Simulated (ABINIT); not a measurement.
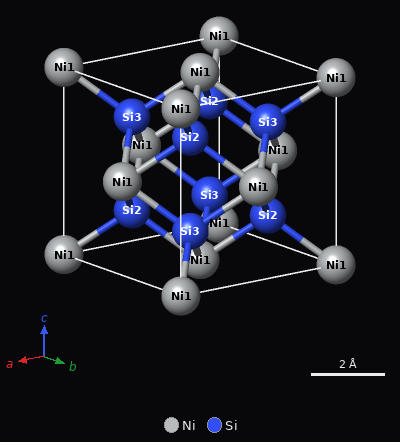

The input geometry (ball-and-stick view of the cell 4 times as large as that of the calculation, set on its symmetry axes, seen at an oblique angle; atoms are numbered from 1 in the order of the input). An atom can appear more than once, as a periodic image.

Hubbard response calculation, with input and output: NiSi$_{2}$ (part 1 of 4)

NiSi$_{2}$ (Fm-3m, 3 atoms in the cell), computed with Kohn-Sham DFT of a periodic cell, PBEsol, DFT+U, JTH PAW PBE v2.0, spin-polarised (ABINIT 10.8.3).

The structure derives from an entry of the Crystallography Open Database.

### What the program printed
```
.Version 10.8.3 of ABINIT
 DATASET    1 : space group P1 (#  1); Bravais aP (primitive triclinic)
================================================================================
 Values of the parameters that define the memory need for DATASET  1.
     intxc =       0    ionmov =       0      iscf =      17    lmnmax =      18
     lnmax =       6     mgfft =      45  mpssoang =       3    mqgrid =    3001
     natom =       3  nloc_mem =       2    nspden =       2   nspinor =       1
    nsppol =       2      nsym =       1    n1xccc =       1    ntypat =       2
    occopt =       3   xclevel =       2
       mpw =        1658          nfft =       91125          nkpt =           8
 PAW method is used; the additional fine FFT grid is defined by:
   mgfftf=        54    nfftf =    157464
================================================================================
================================================================================

 DATASET    2 : space group P1 (#  1); Bravais aP (primitive triclinic)
================================================================================
 Values of the parameters that define the memory need for DATASET  2.
     intxc =       0    ionmov =       0      iscf =      17    lmnmax =      18
     lnmax =       6     mgfft =      45  mpssoang =       3    mqgrid =    3001
     natom =       3  nloc_mem =       2    nspden =       2   nspinor =       1
    nsppol =       2      nsym =       1    n1xccc =       1    ntypat =       2
    occopt =       3   xclevel =       2
       mpw =        1658          nfft =       91125          nkpt =           8
 PAW method is used; the additional fine FFT grid is defined by:
   mgfftf=        54    nfftf =    157464
================================================================================
================================================================================

 DATASET    3 : space group P1 (#  1); Bravais aP (primitive triclinic)
================================================================================
 Values of the parameters that define the memory need for DATASET  3.
     intxc =       0    ionmov =       0      iscf =      17    lmnmax =      18
     lnmax =       6     mgfft =      45  mpssoang =       3    mqgrid =    3001
     natom =       3  nloc_mem =       2    nspden =       2   nspinor =       1
    nsppol =       2      nsym =       1    n1xccc =       1    ntypat =       2
    occopt =       3   xclevel =       2
       mpw =        1658          nfft =       91125          nkpt =           8
 PAW method is used; the additional fine FFT grid is defined by:
   mgfftf=        54    nfftf =    157464
================================================================================
================================================================================

--------------------------------------------------------------------------------
------------- Echo of variables that govern the present computation ------------
--------------------------------------------------------------------------------
 -outvars: echo values of preprocessed input variables --------
            acell      7.2056128229E+00  7.2056128229E+00  7.2056128229E+00 Bohr
              amu      5.86900000E+01  2.80855000E+01
         atvshift1      -0.00367   -0.00367   -0.00367   -0.00367   -0.00367
                        -0.00367   -0.00367   -0.00367   -0.00367   -0.00367
                         0.00000    0.00000    0.00000    0.00000    0.00000
                         0.00000    0.00000    0.00000    0.00000    0.00000
                         0.00000    0.00000    0.00000    0.00000    0.00000
                         0.00000    0.00000    0.00000    0.00000    0.00000
         atvshift2       0.00184    0.00184    0.00184    0.00184    0.00184
                         0.00184    0.00184    0.00184    0.00184    0.00184
                         0.00000    0.00000    0.00000    0.00000    0.00000
                         0.00000    0.00000    0.00000    0.00000    0.00000
                         0.00000    0.00000    0.00000    0.00000    0.00000
                         0.00000    0.00000    0.00000    0.00000    0.00000
         atvshift3       0.00367    0.00367    0.00367    0.00367    0.00367
                         0.00367    0.00367    0.00367    0.00367    0.00367
                         0.00000    0.00000    0.00000    0.00000    0.00000
                         0.00000    0.00000    0.00000    0.00000    0.00000
                         0.00000    0.00000    0.00000    0.00000    0.00000
                         0.00000    0.00000    0.00000    0.00000    0.00000
          chkprim           0
      chksymtnons           0
           diemix      9.00000000E-01
        dmatpuopt           3
             ecut      4.10000000E+01 Hartree
           ecutsm      5.00000000E-01 Hartree
           irdwfk           1
              ixc     -116133
           jdtset        1    2    3
           kptopt           2
         kptrlatt        2    0    0      0    2    0      0    0    2
          kptrlen      1.44112256E+01
            lpawu           2      -1
         macro_uj        1
            natom           3
            nband          18
        natvshift        5
           ndtset           3
            ngfft          45      45      45
          ngfftdg          54      54      54
             nkpt           8
           nspden           2
           nsppol           2
            nstep         120
             nsym           1
           ntypat           2
           occopt           3
        pawecutdg      6.30000000E+01 Hartree
           pawujv1    -3.6749322176E-03 Hartree
           pawujv2     1.8374661088E-03 Hartree
           pawujv3     3.6749322176E-03 Hartree
         pawxcdev           0
           prtden           0
        prtebands           0
           prteig           0
            prtwf           0
            rprim      0.0000000000E+00  7.0710678120E-01  7.0710678120E-01
                       7.0710678120E-01  0.0000000000E+00  7.0710678120E-01
                       7.0710678120E-01  7.0710678120E-01  0.0000000000E+00
          spgroup           1
           spinat      0.0000000000E+00  0.0000000000E+00  1.0000000000E+00
                       0.0000000000E+00  0.0000000000E+00  0.0000000000E+00
                       0.0000000000E+00  0.0000000000E+00  0.0000000000E+00
           tolsym      1.00000000E-06
           tolvrs      1.00000000E-09
           tsmear      1.83747000E-03 Hartree
            typat      1  2  2
            upawu      1.46997289E-01  0.00000000E+00 Hartree
          usepawu           1
           useylm           1
           xangst      0.0000000000E+00  0.0000000000E+00  0.0000000000E+00
                       4.0443461250E+00  4.0443461250E+00  4.0443461250E+00
                       1.3481153750E+00  1.3481153750E+00  1.3481153750E+00
            xcart      0.0000000000E+00  0.0000000000E+00  0.0000000000E+00
                       7.6427065347E+00  7.6427065347E+00  7.6427065347E+00
                       2.5475688449E+00  2.5475688449E+00  2.5475688449E+00
             xred      0.0000000000E+00  0.0000000000E+00  0.0000000000E+00
                       7.5000000000E-01  7.5000000000E-01  7.5000000000E-01
                       2.5000000000E-01  2.5000000000E-01  2.5000000000E-01
            znucl       28.00000   14.00000

================================================================================

 chkinp: Checking input parameters for consistency, jdtset=   1.

 chkinp: Checking input parameters for consistency, jdtset=   2.

 chkinp: Checking input parameters for consistency, jdtset=   3.

================================================================================
== DATASET  1 ==================================================================

--- !DatasetInfo
iteration_state: {dtset: 1, }
dimensions: {natom: 3, nkpt: 8, mband: 18, nsppol: 2, nspinor: 1, nspden: 2, mpw: 1658, }
cutoff_energies: {ecut:  41.0, pawecutdg:  63.0, }
electrons: {nelect:   2.60000000E+01, charge:   0.00000000E+00, occopt:   3.00000000E+00, tsmear:   1.83747000E-03, }
meta: {optdriver: 0, ionmov: 0, optcell: 0, iscf: 17, paral_kgb: 0, }
...

 Real(R)+Recip(G) space primitive vectors, cartesian coordinates (Bohr,Bohr^-1):
 R(1)=  0.0000000  5.0951377  5.0951377  G(1)= -0.0981328  0.0981328  0.0981328
 R(2)=  5.0951377  0.0000000  5.0951377  G(2)=  0.0981328 -0.0981328  0.0981328
 R(3)=  5.0951377  5.0951377  0.0000000  G(3)=  0.0981328  0.0981328 -0.0981328
 Unit cell volume ucvol=  2.6454391E+02 bohr^3
 Angles (23,13,12)=  6.00000000E+01  6.00000000E+01  6.00000000E+01 degrees

 Coarse grid specifications (used for wave-functions):

 getcut: wavevector=  0.0000  0.0000  0.0000  ngfft=  45  45  45
         ecut(hartree)=     41.000   => boxcut(ratio)=   2.11848

 Fine grid specifications (used for densities):

 getcut: wavevector=  0.0000  0.0000  0.0000  ngfft=  54  54  54
         ecut(hartree)=     63.000   => boxcut(ratio)=   2.09815

--- Pseudopotential description ------------------------------------------------
- pspini: atom type   1  psp file is ./Ni.GGA_PBE-JTH.xml
 Pseudopotential format is: paw10
 basis_size (lnmax)=  6 (lmn_size= 18), orbitals=   0   0   1   1   2   2
 Spheres core radius: rc_sph= 1.81432190
 Shapefunction is SIN type: shapef(r)=[sin(pi*r/rshp)/(pi*r/rshp)]**2
 Radius for shape functions =  1.60094920
 Compensation charge density is not taken into account in XC energy/potential

- pspini: atom type   2  psp file is ./Si.GGA_PBE-JTH.xml
 Pseudopotential format is: paw10
 basis_size (lnmax)=  4 (lmn_size=  8), orbitals=   0   0   1   1
 Spheres core radius: rc_sph= 1.90944987
 Shapefunction is BESSEL type: shapef(r,l)=aa(1,l)*jl(q(1,l)*r)+aa(2,l)*jl(q(2,l)*r)
 Radius for shape functions =  1.60149249
 Compensation charge density is not taken into account in XC energy/potential

   8.17877019E+02                                ecore*ucvol(ha*bohr**3)
--------------------------------------------------------------------------------

-inwffil : will read wavefunctions from disk file runi_DS1_WFK

 ******************************************
 DFT+U Method used: FLL
 ******************************************

================================================================================

--- !BeginCycle
iteration_state: {dtset: 1, }
solver: {iscf: 17, nstep: 120, nline: 4, wfoptalg: 10, }
tolerances: {tolvrs: 1.00E-09, }
...

     iter   Etot(hartree)      deltaE(h)  residm     nres2   difmagsph maxmagsph
 ETOT  1  -178.62736974372    -1.786E+02 7.043E-09 9.582E-02 0.000E+00 0.000E+00
 ETOT  2  -178.62825436588    -8.846E-04 1.727E-07 2.080E+00 5.131E-08 4.942E-08
 ETOT  3  -178.62730652053     9.478E-04 1.554E-04 1.811E-03 1.344E-06 1.295E-06
 ETOT  4  -178.62732190867    -1.539E-05 6.083E-07 3.609E-04 1.184E-06 1.107E-07
 ETOT  5  -178.62732170746     2.012E-07 2.909E-08 7.405E-05 5.581E-08 8.967E-08
 ETOT  6  -178.62732164214     6.532E-08 6.207E-09 1.213E-05 3.539E-08 6.149E-08
 ETOT  7  -178.62732163715     4.995E-09 1.276E-09 2.646E-06 8.450E-09 5.414E-08
 ETOT  8  -178.62732163488     2.267E-09 5.782E-10 9.388E-08 4.094E-08 1.385E-08
 ETOT  9  -178.62732163503    -1.502E-10 2.512E-10 2.070E-09 3.439E-09 1.233E-08
 ETOT 10  -178.62732163508    -5.164E-11 7.487E-12 1.199E-09 1.805E-09 1.222E-08
 ETOT 11  -178.62732163509    -1.245E-11 4.876E-12 1.676E-11 0.000E+00 0.000E+00

 At SCF step   11       nres2   =  1.68E-11 < tolvrs=  1.00E-09 =>converged.

 Cartesian components of stress tensor (hartree/bohr^3)
  sigma(1 1)= -8.82458252E-05  sigma(3 2)= -3.47055853E-12
  sigma(2 2)= -8.82460122E-05  sigma(3 1)= -9.09496704E-11
  sigma(3 3)= -8.82459316E-05  sigma(2 1)= -3.94543758E-11

--- !ResultsGS
iteration_state: {dtset: 1, }
comment   : Summary of ground state results
lattice_vectors:
- [  0.0000000,   5.0951377,   5.0951377, ]
- [  5.0951377,   0.0000000,   5.0951377, ]
- [  5.0951377,   5.0951377,   0.0000000, ]
lattice_lengths: [   7.20561,    7.20561,    7.20561, ]
lattice_angles: [ 60.000,  60.000,  60.000, ] # degrees, (23, 13, 12)
lattice_volume:   2.6454391E+02
convergence: {deltae: -1.245E-11, res2:  1.676E-11, residm:  4.876E-12, diffor: null, }
etotal    :  -1.78627322E+02
entropy   :   0.00000000E+00
fermie    :   3.71136090E-01
cartesian_stress_tensor: # hartree/bohr^3
- [ -8.82458252E-05,  -3.94543758E-11,  -9.09496704E-11, ]
- [ -3.94543758E-11,  -8.82460122E-05,  -3.47055853E-12, ]
- [ -9.09496704E-11,  -3.47055853E-12,  -8.82459316E-05, ]
pressure_GPa:   2.5963E+00
xred      :
- [  0.0000E+00,   0.0000E+00,   0.0000E+00, Ni]
- [  7.5000E-01,   7.5000E-01,   7.5000E-01, Si]
- [  2.5000E-01,   2.5000E-01,   2.5000E-01, Si]
cartesian_forces: # hartree/bohr
- [  8.45695654E-09,  -1.53345372E-08,  -1.76364251E-08, ]
- [ -7.78584038E-09,  -6.85525739E-09,   3.13494197E-09, ]
- [ -6.71116161E-10,   2.21897946E-08,   1.45014831E-08, ]
force_length_stats: {min:   1.08370534E-08, max:   2.65166060E-08, mean:   2.07358215E-08, }
...

 Integrated electronic and magnetization densities in atomic spheres:
 ------------------------------------------------------------------------------------------------------------
 Radius=ratsph(iatom), smearing ratsm=  0.0000. Diff(up-dn)=approximate z local magnetic moment.
    Atom    Radius    up_density   dn_density  Total(up+dn)  Diff(up-dn)
    1 Ni   1.81432     7.996782     7.996782     15.993563     0.000000
    2 Si   1.90945     0.758949     0.758949      1.517897    -0.000000
    3 Si   1.90945     0.758949     0.758949      1.517897    -0.000000
 ------------------------------------------------------------------------------------------------------------
  Sum:                 9.514679     9.514679     19.029358    -0.000000
 Total magnetization (from the atomic spheres):               -0.000000
 Total magnetization (exact up - dn):                         -0.000000

 ---------- DFT+U DATA ---------------------------------------------------

 ====== For Atom     1, occupations for correlated orbitals. lpawu =   2

 Atom   1. Occ. for lpawu and for spin  1 =   3.80098
 Atom   1. Occ. for lpawu and for spin  2 =   3.80098
 => On atom   1,  local Mag. for lpawu is        0.000000

 == Occupation matrix for correlated orbitals:

 Occupation matrix for spin  1
     0.74999   -0.00000   -0.00000    0.00000    0.00000
    -0.00000    0.74999    0.00000    0.00000    0.00000
    -0.00000    0.00000    0.77551   -0.00000    0.00000
     0.00000    0.00000   -0.00000    0.74999   -0.00000
     0.00000    0.00000    0.00000   -0.00000    0.77551

 Occupation matrix for spin  2
     0.74999   -0.00000    0.00000   -0.00000   -0.00000
    -0.00000    0.74999   -0.00000   -0.00000    0.00000
     0.00000   -0.00000    0.77551    0.00000    0.00000
    -0.00000   -0.00000    0.00000    0.74999    0.00000
    -0.00000    0.00000    0.00000    0.00000    0.77551

 ---------- calculate U, (J) start ----------

 All pawujat  ok and equal to   1
 macro_uj=1 and nspden=2: standard determination of Hubbard U-parameter

*********************************************************************
************************  Linear Response U  ************************

 Info printed for perturbed atom:    1

  Perturbations           Occupations
 --------------- -----------------------------
    alpha [eV]     Unscreened      Screened
 --------------- -----------------------------
   0.0000000000   7.5889225589   7.5889225589
  -0.1000000000   7.6240448919   7.6019510642

                    Scalar response functions:
                    Chi0 [eV^-1]:     -0.39025
                    Chi [eV^-1]:      -0.13029
```
